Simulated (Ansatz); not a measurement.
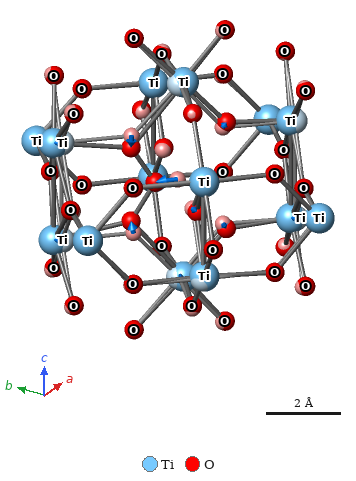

This is a relaxation of a defect cell of composition Ti23O49 (cell charge +2). The starting structure is drawn faded, the final one solid; blue arrows show the displacements, at their true length.

Style: ball-and-stick. Shown: the atoms within 5.0 Å of the atom that moves most (axes of the cell of the calculation (origin shifted)), from a free direction.

The atoms of the start lie slightly off their symmetric places, so part of the fall in energy undoes that.

These are results of DFT, PBEsol, PAW, plane waves in Ansatz, not measurements. (plane-wave cutoff 420 eV; k-point mesh 1 × 1 × 1; mesh shifted by (0.25, 0.25, 0.25); collinear spin; atoms relaxed in a fixed cell; force threshold 0.03 eV/Å; at most 80 steps)

**What happened in the run?**

An O atom moves most: 0.63 Å along [−1 1 0]. Largest moves by element: O 0.63 Å, Ti 0.27 Å. The cell doesn't change. Near-neighbour distances that change, for instance: O–O 1.939 → 1.301 Å, O–Ti 1.957 → 2.352 Å, O–Ti 1.984 → 2.353 Å, O–Ti 1.961 → 2.194 Å. New bonds form, among them: O–O (1.93 → 1.30 Å), O–O (1.94 → 1.30 Å). Among the angles between lasting bonds that change: Ti–O–Ti 132.9° → 119.4°, Ti–O–Ti 130.4° → 119.5°, Ti–O–Ti 96.2° → 103.7°. The energy falls by 3.899 eV per cell of the calculation in 14 accepted moves (16 points after the start). Largest force component: 1.1 eV/Å at the start, 0.014 eV/Å at the end. The line search rejected the trial steps at points 6, 14 of the run. The program noted that the starting moments weren't kept. Cost: 37 s on 1 × NVIDIA GB300 Max-Q with 8 threads of Arm Neoverse-V2, peak memory 2 GiB.

Limits of the set-up: the cell is charged, on a uniform background, and energies carry no finite-size correction.
